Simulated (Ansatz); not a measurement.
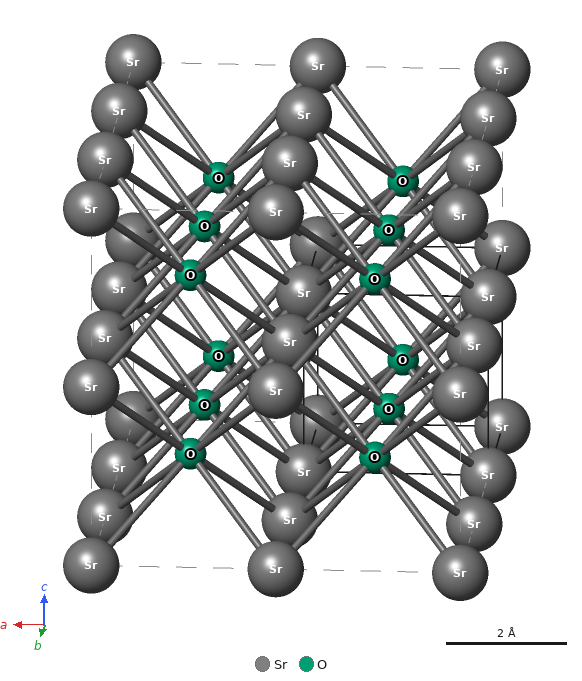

Drawn in the ball-and-stick manner and seen from a general direction. Shown are 2×3×2 repeats of the conventional unit cell, one of them outlined in solid lines.

SrO, space group Pm-3m (No. 221), a = 3.10 Å, b = 3.10 Å, c = 3.10 Å, α = 90.00°, β = 90.00°, γ = 90.00°.

Method used: Ansatz 0.2.0, DFT, LDA, plane waves, PAW. It ran with plane waves up to 420 eV, k-point mesh 8×8×8, no spin polarisation.

**What is the electronic character?**

A semiconductor at this level, with a gap of 2.67 eV, indirect; the smallest direct gap is 2.72 eV.

**Give the pressure and its sign.**

The computed pressure is -6.1 GPa (stretched: it would shrink).

It goes back to a structure type filled with these elements by a generator (whether the compound takes this form wasn't checked). Earlier steps of the study may have refined or changed the cell and positions. A calculation with Ansatz used it as input.

At this level of theory the cell isn't at rest (stretched, at -6 GPa), so its distances can differ from those at equilibrium, the more so the softer the solid.
